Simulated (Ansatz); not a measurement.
A periodic structure is given below.

```cif
data_structure
_symmetry_space_group_name_H-M 'P 1'
_symmetry_Int_Tables_number 1
_cell_length_a 2.7824
_cell_length_b 2.7824
_cell_length_c 9.0917
_cell_angle_alpha 89.415
_cell_angle_beta 88.246
_cell_angle_gamma 70.529
_cell_volume 66.33
loop_
_atom_site_label
_atom_site_type_symbol
_atom_site_fract_x
_atom_site_fract_y
_atom_site_fract_z
_atom_site_occupancy
Al1 Al 0.78750 0.75000 0.12500 1
Al2 Al 0.21250 0.25000 0.87500 1
Al3 Al 0.73750 0.75000 0.62500 1
Al4 Al 0.26250 0.25000 0.37500 1
```

What does this file describe?

The element is aluminium. Its lattice is primitive triclinic, its space group P-1 (No. 2). The cell holds four atoms. Al sits among eight Al in a distorted cubic arrangement at 2.70 to 2.89 Å. The bonds build a three-dimensional framework.

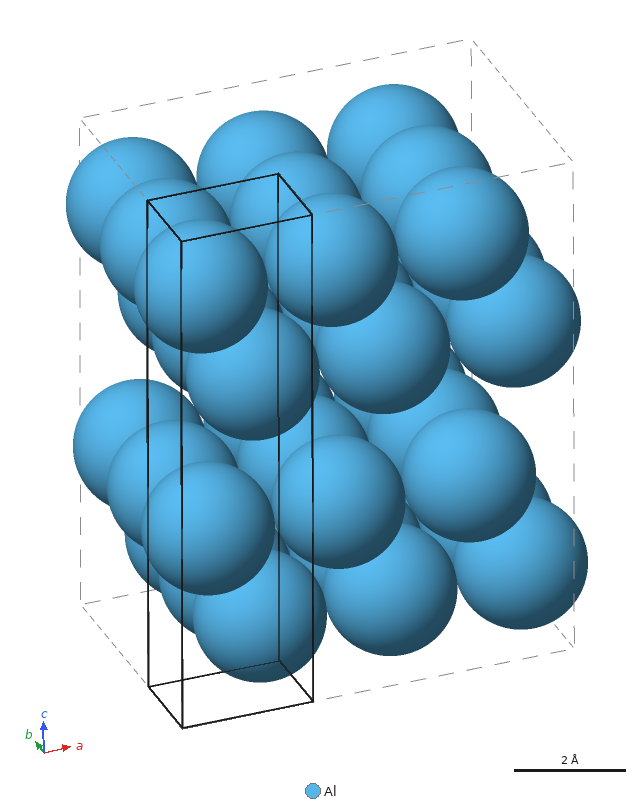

The image is a space-filling drawing of a crystal, viewed slightly off an axis. 3×3×1 cells are drawn; the solid outline is the conventional unit cell. Colours: aluminium blue.

The model was built from a structure listed in the Materials Project. The cell was then strained or its atoms displaced on purpose. It went into a calculation with Ansatz.
